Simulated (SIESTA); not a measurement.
## Energy of ZrS2 along an even scaling of the cell

System: ZrS2 (3 atoms in the cell).
Method: Kohn-Sham DFT of a periodic cell, PBE, PseudoDojo 0.4 standard, converted to PSML, no spin polarisation (SIESTA 5.4.2).

The 7 runs differ only in the geometry, by an even scaling of the cell at fixed fractional positions. The structure derives from a Materials Project entry.

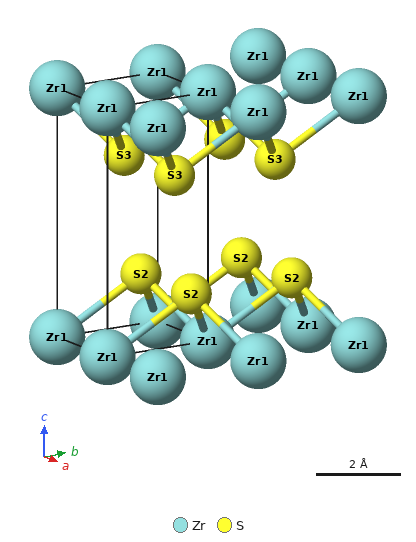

Figure 1. The structure of run 4 (ball-and-stick view of the cell of the calculation, repeated 2 × 2 × 1, seen slightly off an axis; atoms are numbered from 1 in the order of the input).

### Input of run 4
```
SystemName                      ZrS2
SystemLabel                     ZrS2
NumberOfSpecies                 2
NumberOfAtoms                   3
%block ChemicalSpeciesLabel
  1  40 Zr
  2  16 S
%endblock ChemicalSpeciesLabel

LatticeConstant                 1.0 Ang
%block LatticeVectors
     3.6913825498     0.0000000000     0.0000000000
    -1.8456912749     3.1968310632     0.0000000000
     0.0000000000     0.0000000000     6.0410770100
%endblock LatticeVectors
AtomicCoordinatesFormat         Fractional
%block AtomicCoordinatesAndAtomicSpecies
     0.0000000000     0.0000000000     0.0000000000  1  Zr
     0.3333333333     0.6666666667     0.2379099700  2  S
     0.6666666667     0.3333333333     0.7620900300  2  S
%endblock AtomicCoordinatesAndAtomicSpecies

%block kgrid.MonkhorstPack
    8   0   0  0.0
    0   8   0  0.0
    0   0   5  0.0
%endblock kgrid.MonkhorstPack
XC.Functional                   GGA
XC.Authors                      PBE
PAO.BasisSize                   TZP
PAO.EnergyShift                 0.002 Ry
Mesh.Cutoff                     800 Ry
OccupationFunction              FD
ElectronicTemperature           0.05 eV
MaxSCFIterations                120
SCF.MustConverge                false
SCF.Mixer.Method                Pulay
SCF.Mixer.Weight                0.25
SCF.Mixer.History               8
SCF.DM.Tolerance                5.0e-05
SCF.H.Tolerance                 1.0e-03 eV
WriteForces                     true
Charge.Mulliken                 end
```

Command:
```bash
siesta < ZrS2.fdf > ZrS2.out 2>&1
```

Run 2 differs from it as follows:
```diff
-     3.6913825498     0.0000000000     0.0000000000
-    -1.8456912749     3.1968310632     0.0000000000
-     0.0000000000     0.0000000000     6.0410770100
+     3.6414928861     0.0000000000     0.0000000000
+    -1.8207464431     3.1536253471     0.0000000000
+     0.0000000000     0.0000000000     5.9594308256
```

### Results, with one run withheld

```csv
run,volume per atom (Å³),"free energy per atom, from the lowest run given (meV)",pressure (GPa),gap on the mesh (eV)
1,22.337,41.75,7.95,0.88
2,22.813,?,?,?
3,23.288,8.63,3.38,0.91
4,23.763,1.54,1.43,0.92
5,24.238,0.00,−0.35,0.93
6,24.714,3.47,−1.95,0.94
7,25.189,11.45,−3.40,0.95
```

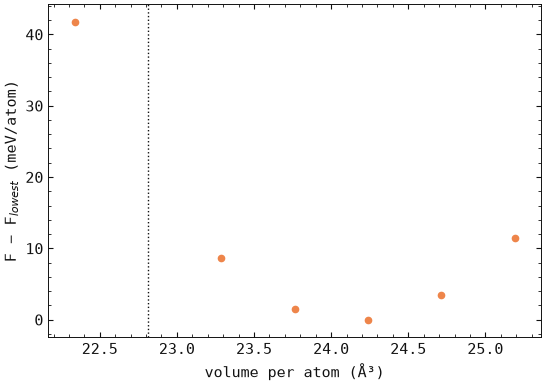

Figure 2. Free energy per atom of the runs given; the dotted line marks run 2.

Fit the runs given and predict run 2.

A cubic polynomial in V^(−2/3) (the Birch–Murnaghan form), fitted to the 6 runs given, misses them by at most 0.01 meV per atom. With x = V^(−2/3) − 0.12055 Å⁻², it reads F = 0.60748 + 1717.2 x + 1.0339e+06 x² + 90688 x³ (meV per atom). At run 2 it gives 21.79 meV per atom, and the run itself gives 21.80. The slope of the fit gives a pressure −dF/dV of 5.54 GPa there, and the run prints 5.54 GPa. The fit has its minimum at 24.141 Å³ per atom, where V d²F/dV² gives 87.4 GPa. Cell shape and fractional positions are held, so this is the stiffness under even scaling; the relaxed bulk modulus wasn't computed and can be far lower in a crystal of layers, chains or molecules like this one. The gap on the mesh goes, without turning, from 0.88 eV in run 1 to 0.95 eV in run 7; run 2 has 0.90 eV. These are gaps of this functional on this mesh, which can miss the band edges; they aren't the measured gap.

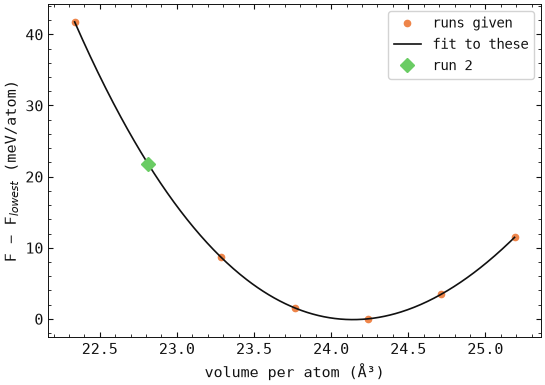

Figure 3. The fit and the withheld run.

### Some lines of the output (run 2)
```
[...]
outcell: Cell volume (Ang**3)        :     68.4375
stepf: Fermi-Dirac step function
siesta: Etot    =     -1980.549041
siesta: FreeEng =     -1980.549041
        iscf     Eharris(eV)        E_KS(eV)     FreeEng(eV)     dDmax    Ef(eV) dHmax(eV)
siesta: E_KS(eV) =            -1982.1075
siesta: E_KS - E_eggbox =     -1982.1075
siesta: Etot    =     -1982.107476
siesta: FreeEng =     -1982.107483
siesta:         Fermi =      -6.025034
siesta: Cell volume =         68.437533 Ang**3
    Orbital volume contribution        =           4.081958 eV
```

Notes: Points of doubt noted for this run: mulliken charges of long orbitals. With a small basis of atomic orbitals these values can differ much from converged plane-wave results.
